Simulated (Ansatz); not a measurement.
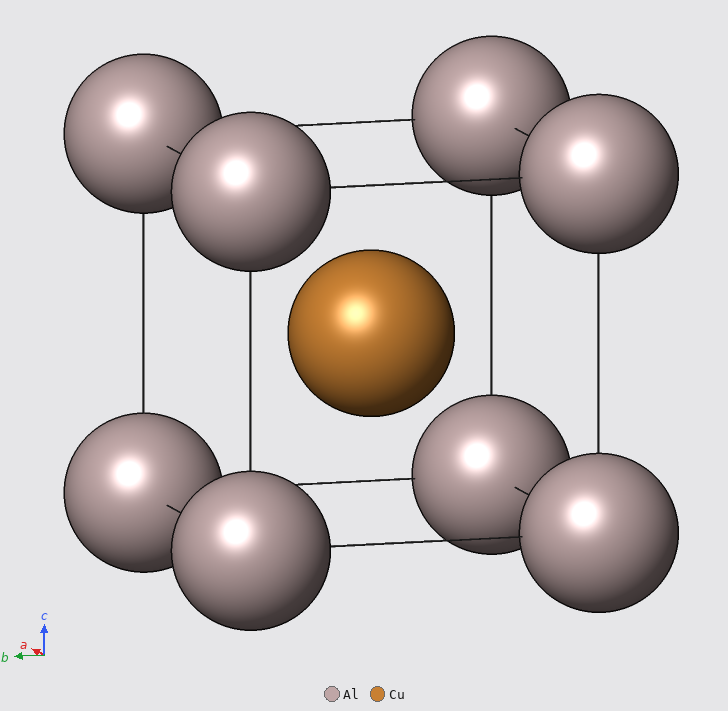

The image is a spheres-only drawing of a crystal, viewed from a general direction. One conventional unit cell is framed, with atoms on its boundary repeated.

AlCu, space group Pm-3m (No. 221), a = 3.24 Å, b = 3.24 Å, c = 3.24 Å, α = 90.00°, β = 90.00°, γ = 90.00°.

The calculation used Ansatz 0.2.0, DFT r2SCAN, scalar-relativistic, plane waves, PAW, with an energy cutoff of 500 eV, the zone sampled with 16×16×16 points, Gaussian smearing of 0.15 eV, no spin polarisation.

Predict the gap.

A metal: bands cross the Fermi level.

What is the computed pressure?

The computed pressure is -18.8 GPa (stretched: it would shrink).

The starting point was a structure listed in the Materials Project. The cell was then strained or its atoms displaced on purpose. An electronic-structure calculation with Ansatz was run on it.

At this level of theory the cell isn't at rest (stretched, at -19 GPa), so its distances can differ from those at equilibrium, the more so the softer the solid.
